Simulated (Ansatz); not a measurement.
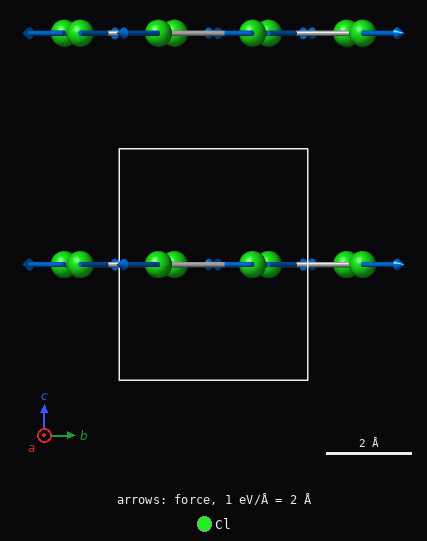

Starting geometry of a crystal of Cl (a generated structure, set up in P4/mbm) (coarse preliminary run) with the computed forces as blue arrows. Style: ball-and-stick. Shown: the cell of the calculation, repeated 1 × 1 × 2 with one cell outlined, along the a axis.

Theory: DFT PBE, scalar-relativistic, plane waves, PAW (Ansatz). (plane-wave cutoff 420 eV; k-point mesh 4 × 4 × 4; occupations gaussian; smearing width 0.1 eV; no spin polarisation; cell and atoms relaxed; force threshold 0.04 eV/Å; at most 70 steps)

Q: Is this structure relaxed? If not, where do the atoms go?

A: It isn't relaxed: the largest force vector, on Cl atoms, is 0.70 eV/Å. Measured relative to the changing cell, the final displacements run against the starting forces (cosine between the two patterns −1.00). The largest moves relative to the cell, 0.32 Å, are those of Cl atoms. The drawn cell changes as follows: a = b 4.464 → 5.253 Å (+17.7 %), c 5.484 → 4.521 Å (−17.6 %); the volume changes by +14.2 %. Some distances before and after: Cl–Cl 2.622 → 3.716 Å, Cl–Cl 2.264 → 2.626 Å. The space group (tolerance 0.01 Å) goes from P4/mbm (No. 127) to P4/mmm (No. 123). After 11 accepted moves (13 points after the start) the energy has fallen by 1026 meV per atom. Largest force component: 0.5 eV/Å at the start, 0.00093 eV/Å at the end. The pressure goes from 26.24 to 0.02 GPa. The SCF was repeated twice at an unchanged geometry on a basis and grid sized afresh for the cell, which shifted the energy by 2.1 meV per atom at most.
